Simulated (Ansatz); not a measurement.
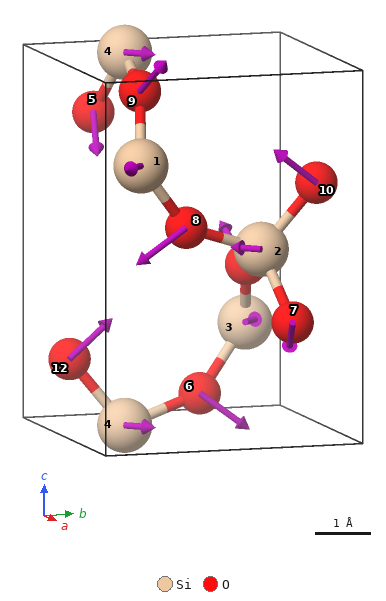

This is a relaxation of a crystal of SiO$_{2}$ (set up in P4_12_12). The starting structure is drawn; purple arrows show the displacements (the part carried along by the change of the cell is left out), magnified 10 times.

The picture is a ball-and-stick view of the cell of the calculation, seen slightly off an axis.

The run lets cell and atoms move.

Method: Kohn-Sham DFT of a periodic cell, PBE with D3(BJ)-ATM, Ansatz PAW (Ansatz 0.2.0).

Input
```yaml
crystal:
  lattice:
    - [4.982, 0.0, 0.0]
    - [0.0, 4.982, 0.0]
    - [0.0, 0.0, 6.963]
  atoms:
    - { symbol: Si, position: [0.79897, 0.20103, 0.75] }
    - { symbol: Si, position: [0.70103, 0.70103, 0.5] }
    - { symbol: Si, position: [0.20103, 0.79897, 0.25] }
    - { symbol: Si, position: [0.29897, 0.29897, 0.0] }
    - { symbol: O, position: [0.10347, 0.23989, 0.82187] }
    - { symbol: O, position: [0.26011, 0.60347, 0.07187] }
    - { symbol: O, position: [0.89653, 0.76011, 0.32187] }
    - { symbol: O, position: [0.73989, 0.39653, 0.57187] }
    - { symbol: O, position: [0.60347, 0.26011, 0.92813] }
    - { symbol: O, position: [0.76011, 0.89653, 0.67813] }
    - { symbol: O, position: [0.39653, 0.73989, 0.42813] }
    - { symbol: O, position: [0.23989, 0.10347, 0.17813] }
hamiltonian:
  xc: pbe
  pseudopotentials: { kind: paw }
  dispersion: d3bjatm
kpoints:
  mp_grid: { grid: [6, 6, 4] }
scf:
  occupations: { method: fermi_dirac, width: 0.05 }
output:
  forces: true
  stress: true
  eigenvalues: true
relax:
  f_tol: 0.01
  max_steps: 40
  cell: { stress_tol: 0.05 }
```

Run as
```bash
ansatz run input.yaml --threads 4 --pin off --max-ram 11264MiB --backend cpu --events-out ev --progress --plain --runs-dir out
```

Question: Atoms of which element are displaced furthest, and by how much?

Answer: Oxygen: up to 0.12 Å, against 0.06 Å for silicon.

Question: What happened in the run?

Answer: After 6 accepted moves (8 points after the start) the energy has fallen by 0.110 eV per cell of the calculation. The largest force component goes from 0.39 to 0.001 eV/Å. The pressure goes from 4.91 to −0.03 GPa. At 2 points the geometry stayed and the basis and grid were re-selected for the new cell (energy shift of 10.8 meV per cell of the calculation at most each time). The largest moves relative to the cell, 0.12 Å, are those of O atoms. By element the largest moves are O 0.12 Å, Si 0.06 Å. Cell: a = b 4.982 → 4.957 Å (−0.5 %), c 6.963 → 6.847 Å (−1.7 %). Volume −2.7 %. Near-neighbour distances that change, for instance: O–Si 1.604 → 1.626 Å. Bond angles that change, for instance: Si–O–Si 146.6° → 141.2°. The space group stays P4_12_12 (No. 92).
